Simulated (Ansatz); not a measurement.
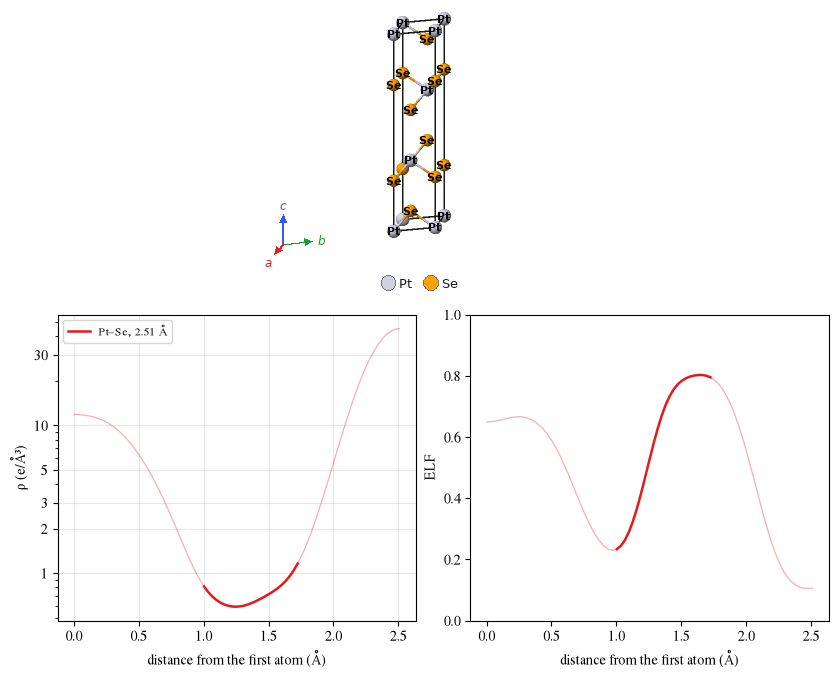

Figure 1: PtSe$_{2}$. Valence pseudo-density and electron localisation function along straight lines between neighbouring atoms. Thin, pale parts lie inside the atomic spheres. The structure is drawn too.

Space group R-3m; started from the CdCl2 (3R octahedral) bulk prototype, which need not be the ambient phase; not relaxed (largest force 0.3 eV/Å).

These are results of DFT, HSE06, plane waves, PAW in Ansatz 0.2.0, not measurements.

Core electrons are frozen (PAW), and the valence fields are smoothed inside the atomic spheres.

```
Pt Se
1.0
     3.69140    0.00000    0.00000
    -1.84570    3.19685    0.00000
     0.00000    0.00000   17.28214
Pt Se
3 6
Direct
  0.00000 0.00000 0.00000
  0.66667 0.33333 0.33333
  0.33333 0.66667 0.66667
  0.00000 0.00000 0.25678
  0.66667 0.33333 0.59011
  0.33333 0.66667 0.92345
  0.66667 0.33333 0.07655
  0.33333 0.66667 0.40989
  0.00000 0.00000 0.74322
```

### What can be read from the curves?

Pt–Se (2.51 Å): the density is about 0.59 e/Å³ at the midpoint; the ELF is about 0.55 at the midpoint.
